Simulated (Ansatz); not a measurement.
```xyz
5
Lattice="3.4135 0.0000 0.0000 0.3483 3.3957 0.0000 0.0000 0.0000 25.8617" Properties=species:S:1:pos:R:3 pbc="T T T"
Sn    1.8809    1.6978    8.5000
Sn    0.0000    0.0000   10.7872
Sn    1.8809    1.6978   13.1349
Sn    0.0000    0.0000   15.3068
O     0.0000    0.0000   17.1443
```

The calculation used Ansatz 0.2.0, DFT PBEsol, scalar-relativistic, plane waves, PAW.

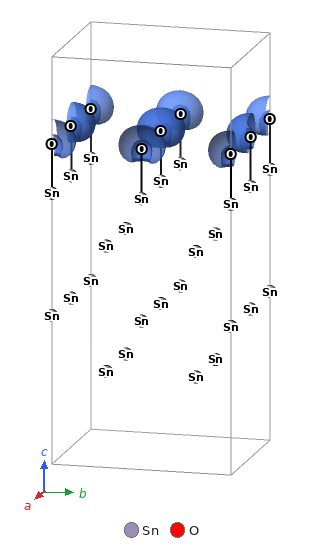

Sn4O (slab). Isosurface of the electron localisation function at 0.75 (blue), seen slightly off an axis. Only the valence region is drawn (cores and ρ < 0.01 e/Å³ removed). Sticks mark near contacts.

**What do the ELF domains correspond to?**

The surface consists of one region wrapped around O (its valence shell), counted in one cell of 5 atoms. Counts are for one cell; the picture repeats the cell along the surface. Along the contacts the grid gives the following. Sn–O (1.84 Å): the ELF peaks at about 0.70 in the valence shell of O, 0.6 Å from its nucleus, and is about 0.30 at the midpoint.

**Does the calculation make it a metal, or give it a gap?**

It is metallic or semimetallic at this level of theory: no gap opens.
